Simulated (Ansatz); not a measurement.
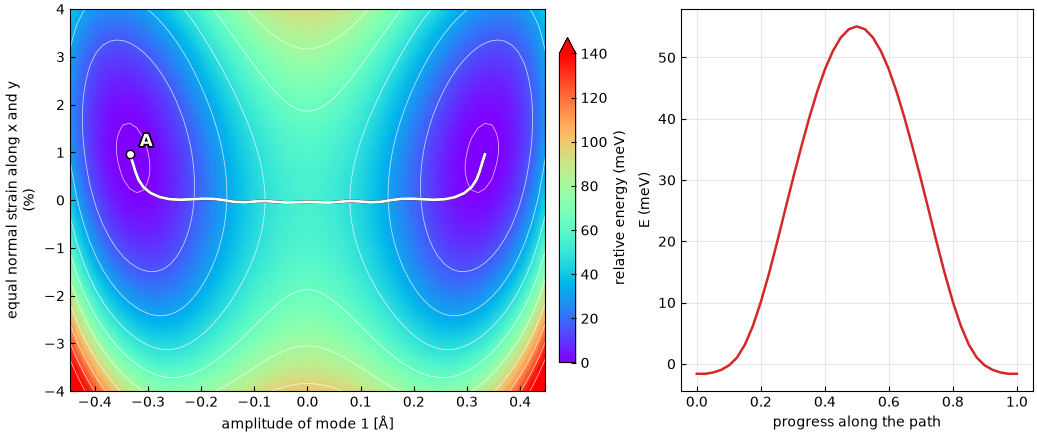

Al (Im-3m, No. 229; 2 atoms in the cell). The energy is mapped over a normal mode and a strain (zone-centre modes of the 2-atom cell of this scan, which folds in the wave vector (0, 0, 1/2) of the primitive cell) (x, y and z along the cube axes). First axis: amplitude of mode 1 (107i cm⁻¹), largest displacement in the unstrained cell. Second axis: equal normal strain along x and y. Nothing is relaxed (the pattern is fixed in fractional coordinates). The grid has 11 × 7 points; 42 points were computed and 35 follow by symmetry. Points are written as (first, second). Energies: meV per cell, counted from the lowest grid point. The calculation used DFT PBE, scalar-relativistic, plane waves, PAW (Ansatz 0.2.0). Settings: cutoff 420 eV, k-mesh 20×20×12 in the order of the run's cell vectors, gaussian smearing 0.15 eV, no spin polarisation.

In the figure: a smooth colour map with a few white contour lines, a line along the lowest path, one colour for all values above the top of the scale, the energy along the path at the right, the start A. Between grid points the surface is interpolated.

Q: Describe the path and its barrier.

A: The easiest path leads from the well at about (−0.33 Å, 0.96 %) to a well of about the same depth at about (0.33 Å, 0.96 %). Its highest point lies about 57 meV above the bottom of the first well on the interpolated surface, at (0.000 Å, 0.00 %). This is the barrier on the constrained surface; relaxing the other coordinates would change it.
